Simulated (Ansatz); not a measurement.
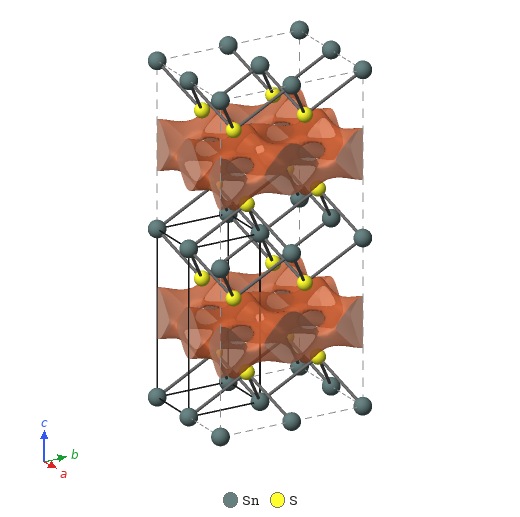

Crystal voids of SnS₂ (P-3m1): the orange surface encloses the regions where the procrystal electron density, the sum of the densities of spherically averaged neutral Hartree-Fock atoms, is below 0.007 e/bohr³ (2×2×2 cells, view slightly off an axis). No self-consistent density enters. Pale faces close the region where the drawn box cuts it. From Rb on the atoms have core potentials, so only their outer electrons count. The usual level for crystal voids is 0.002 e/bohr³; this crystal has almost no region below it, so a higher level is used, which marks the interstitial space of lowest density.

Source of the atomic positions: a calculation's input that goes back to an entry of the Crystallography Open Database (an earlier step may have relaxed or displaced it).

```yaml
crystal:
  lattice:
    - [3.66076, 0.00000, 0.00000]
    - [-1.83038, 3.17031, 0.00000]
    - [0.00000, 0.00000, 5.96180]
  atoms:
    - { symbol: Sn, position: [0.00000, 0.00000, 0.00000] }
    - { symbol: S, position: [0.33333, 0.66667, 0.24559] }
    - { symbol: S, position: [0.66667, 0.33333, 0.75441] }
```

Question: What share of the cell is void by this measure?

Answer: The voids take about 13 % of the cell (9 Å³ of 69.2 Å³) and are bounded by about 29 Å² of surface per cell.

Question: What shape does the empty space take in three dimensions?

Answer: Where they connect, they form a two-dimensional network in layers parallel to (001).

Question: How low does the density fall, and where?

Answer: To about 0.0027 e/bohr³ near 0.00, 0.00, 0.50 (fractional), 2.6 Å from the nearest nucleus.

Question: At what density do the voids first join through the crystal?

Answer: At about 0.0052 e/bohr³, as a two-dimensional network in layers parallel to (001).
